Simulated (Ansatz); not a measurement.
## Single-point calculation of CoO (part 1 of 2)

The run: single-point calculation of CoO (R3m, 4 atoms in the cell). Method and program: DFT PBEsol, scalar-relativistic, plane waves, PAW, spin-polarised (Ansatz 0.2.0).

The structure derives from a Materials Project entry. Figures and captions count atoms from 1; the log counts them from 0 in places.

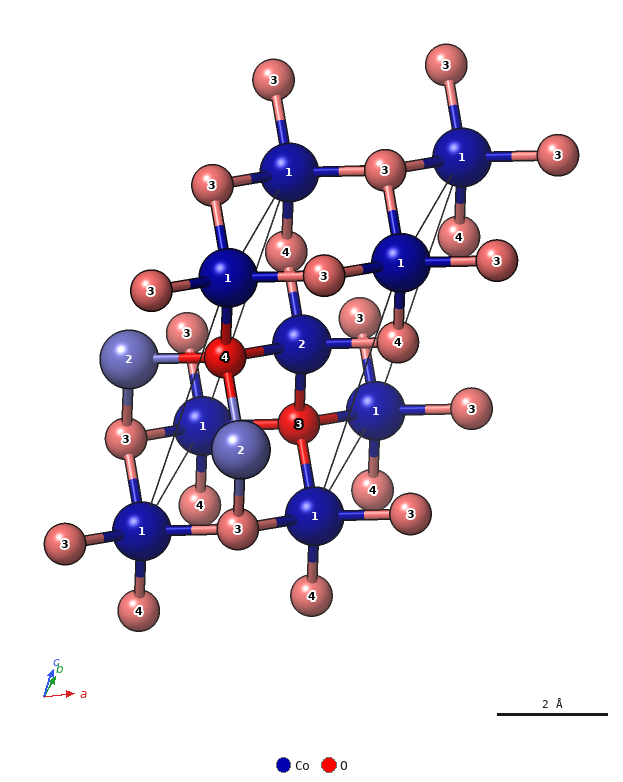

Figure 1. The structure as given in the input (ball-and-stick view of the reduced cell, seen at an oblique angle; neighbours outside the cell are drawn fainter; atoms are numbered from 1 in the order of the input). An atom can appear more than once, as a periodic image. Near neighbours in the periodic cell (some may lie outside the picture): Co has 4 O at 1.91 to 1.96 Å; O has 4 Co at 1.91 to 1.96 Å.

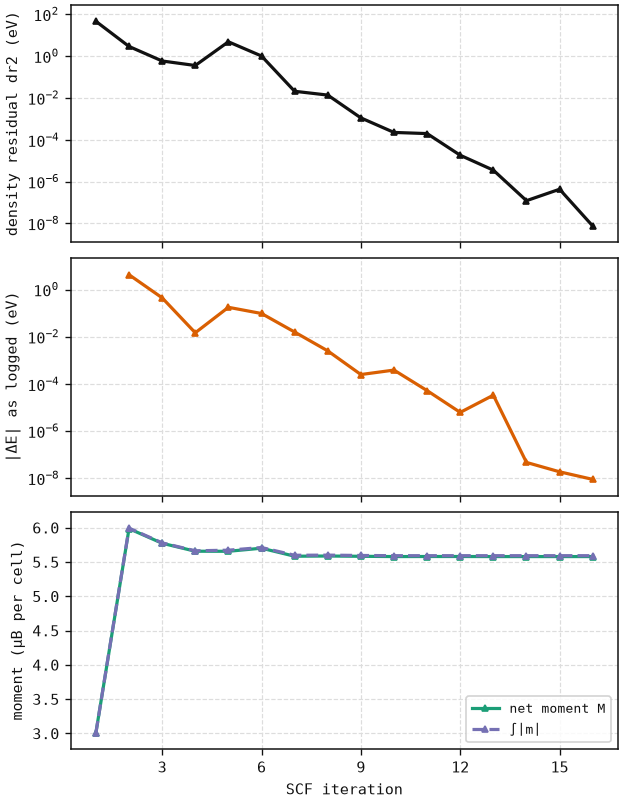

Figure 2. Convergence of the self-consistent field: density residual dr2, size of the energy change and magnetic moment against the SCF iteration. The residual falls unevenly and jumps up by a factor of two or more 2 times on the way down. The net moment goes from 3.0 to 5.6 μB per cell.

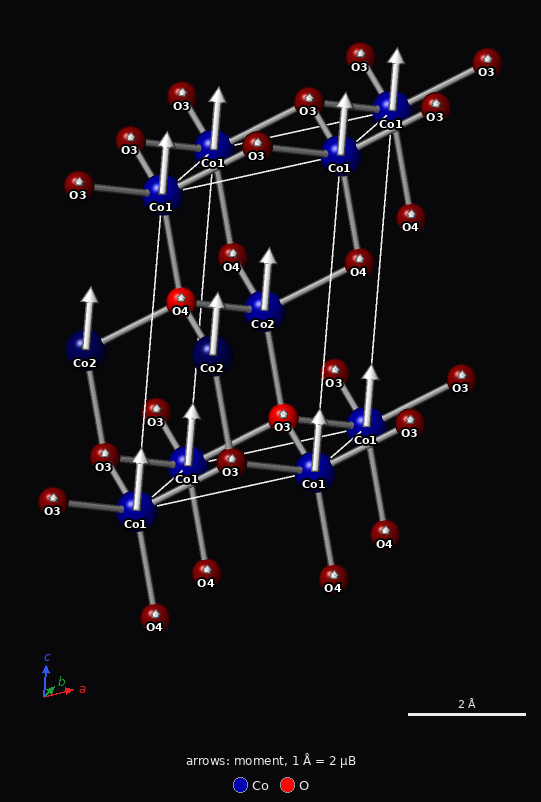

Figure 3. Magnetic moments of the sites as white arrows (ball-and-stick view of the reduced cell, seen slightly off an axis; neighbours outside the cell are drawn fainter; atoms are numbered from 1 in the order of the input); small moments hardly show. The run is collinear, so the axis drawn is arbitrary. Site moments: Co1, Co2 (2.22 μB); O3, O4 (0.32 μB). They are counted near the atoms and needn't add up to the moment of the cell.

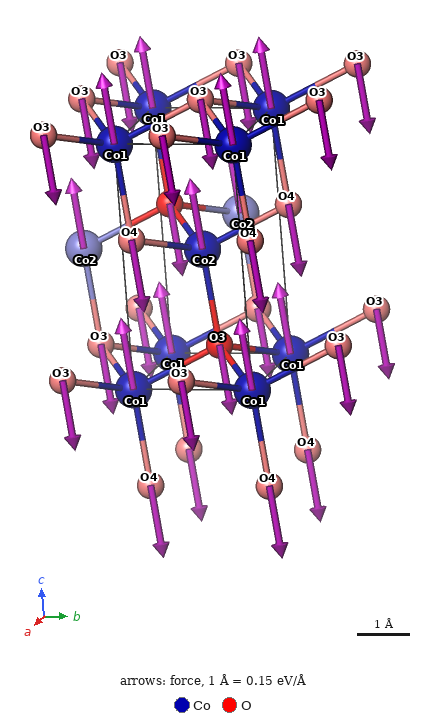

Figure 4. Forces on the atoms as pink arrows (ball-and-stick view of the reduced cell, seen slightly off an axis; neighbours outside the cell are drawn fainter; atoms are numbered from 1 in the order of the input). The largest act on O4 (0.22 eV/Å); Co1 (0.22 eV/Å); Co2 (0.21 eV/Å); O3 (0.21 eV/Å). The geometry is not a stationary point of this energy.

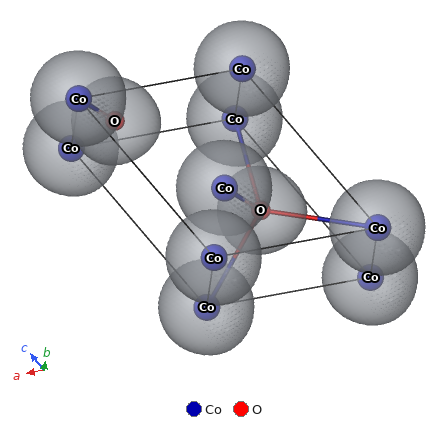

Figure 5. Isosurface of the valence electron density at 1 e/Å³ (grey), seen at an oblique angle. Sticks mark near contacts. The outline is the calculation cell. At this value the density breaks into separate islands; it holds about 80 % of the electrons treated as valence (semicore included). It is pinched off along the Co–O (1.91 Å) and Co–O (1.96 Å) contacts. On the grid the lowest density along these lines, outside the cores, is 0.74 e/Å³ (Co–O, 1.91 Å) and 0.64 e/Å³ (Co–O, 1.96 Å). The fields are those of the smooth PAW valence density.

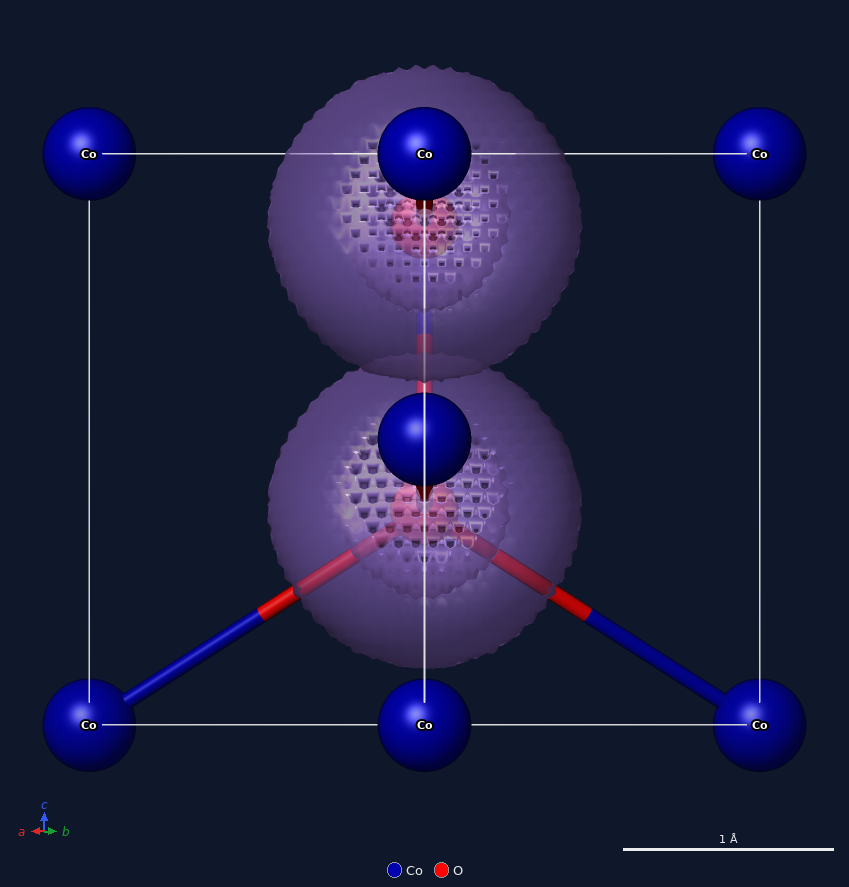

Figure 6. Isosurface of the ELF at 0.75 (purple), seen along [110]. Core shells and regions of very low density are left out. Sticks mark near contacts. The outline is the calculation cell. Profiles from the grid: Co–O (1.91 Å): the ELF is about 0.20 at the midpoint; a polar contact without a shared pair, in a metal. Co–O (1.96 Å): the ELF is about 0.15 at the midpoint; a polar contact without a shared pair, in a metal.

These pictures come from the run below.

### Input
```yaml
crystal:
  lattice:
    - [1.6022198417, 0.9250420569, 5.1329417806]
    - [-1.6022198417, 0.9250420569, 5.1329417806]
    - [0.0, -1.8500841138, 5.1329417806]
  atoms:
    - { symbol: Co, position: [0.99948773, 0.99948773, 0.99948773], spin: 3.0 }
    - { symbol: Co, position: [0.49949059, 0.49949059, 0.49949059], spin: 3.0 }
    - { symbol: O, position: [0.37549553, 0.37549553, 0.37549553] }
    - { symbol: O, position: [0.8755255, 0.8755255, 0.8755255] }
basis:
  ecutwfc: 420
kpoints:
  mp_grid: { grid: [18, 18, 18] }
hamiltonian:
  xc: pbesol
scf:
  occupations: { method: gaussian, width: 0.1 }
  lower_state_search: "off"
output:
  forces: true
  stress: true
  eigenvalues: true
  populations: true
  write_density: true
  write_potential: true
  elf: true
  volumetric_format: npy
magnetization:
  spin_polarized: true
```

Command:
```bash
ansatz run input.yaml --threads 1 --pin off --max-ram 2560MiB --backend cpu --events-out ev --progress --plain --runs-dir out
```

### What the program printed
```
basis.fft_grid_basis auto: the FFT boxes are laid along the combinations [[1, -1, 0], [0, 1, 0], [0, -1, 1]] of the cell's own vectors, 3.204, 5.456 and 3.204 Å long. The dense box has 24×40×24 points. Along the cell's own vectors, as sized, it would have 40×40×40, 2.78 times as many. Of the 6 symmetry operations that the crystal satisfies within crystal.symmetry.tolerance (time reversal apart; of a slab, those that keep its plane) the dense box along the cell's own vectors carries 6, and the one as laid loses 4 of those. basis.fft_grid_basis: typed keeps the cell's own vectors: state it where this run's energies or levels are differenced outside the engine with another run's, or held beside a run that keeps those vectors. Those combinations have planes normal to reciprocal vector 3, as the cell's own vectors have. Each planar average written beside output.write_density, output.write_potential has a row for each plane of the box: 24. The volumetric files lie along those combinations, not along the cell's own vectors: a cube or XSF file states them, and fields.json those of NumPy files.
Engine: ansatz 0.2.0, x86_64-unknown-linux-gnu
Pseudopotentials: kind: paw
Pseudopotential: Co, paw, valence charge 17, recommended cutoff 420 eV (normal), Co.paw.azcp
Pseudopotential: O, paw, valence charge 6, recommended cutoff 420 eV (normal), O.paw.azcp
Functional definition: PBEsol
  exchange = pbesol_x
  correlation = pbesol_c
Crystal: 4 atoms, lattice volume = 45.646 Å³
Basis set: ecut = 420 eV, 911 PW (Γ), FFT grids on a1−a2, a2, −a2+a3, exchange–correlation on 48×80×48 points (8 copies of the dense FFT grid, shifted against one another)
Bands: 32, of which v1, the nominal top of the filled ones, is band 23 counted from 1 (22 counted from 0)
Symmetry: 6 space group operations
Space group: R3m (ITA 160), of the structure as read, at distance tolerance 3.6e-5 Å
Magnetic group: BNS 160.65 (UNI 1295), of the structure as read, at distance tolerance 3.6e-5 Å
k-points: 580 of 5832 (time reversal used)
Non-local potential: Co, projectors of the file, l = 0: 3, l = 1: 2, l = 2: 3, l = 3: 1
Non-local potential: O, projectors of the file, l = 0: 2, l = 1: 2, l = 2: 1
PAW form: soft (Blöchl's): semilocal exchange-correlation on the pseudo side does not see the compensation charge
PAW frozen core: Co, regenerated for the run's functional, and the local potential with it (the file was generated under x = pbe(κ = 0.804, μ = 0.2195149727645171), c = pbe(β = 0.06672455060314922))
PAW frozen core: O, regenerated for the run's functional, and the local potential with it (the file was generated under x = pbe(κ = 0.804, μ = 0.2195149727645171), c = pbe(β = 0.06672455060314922))
PAW one-centre angular grid: Co, 590 points (default); XC on 64 Gauss nodes
PAW one-centre angular grid: O, 110 points (default); XC on 64 Gauss nodes
Initial density: superposition of atomic densities (chi_scale 0.1, normalization cell, long waves kept (reshape's long-wave potential 0.00 eV rms))
Starting moments: Σ|m| = 6 μB on 2 of 4 sites
Initial wavefunctions: pseudopotential atomic-orbital guess
Functional: x = pbesol(κ = 0.804, μ = 0.12345679012345678), c = pbesol(β = 0.046)
```
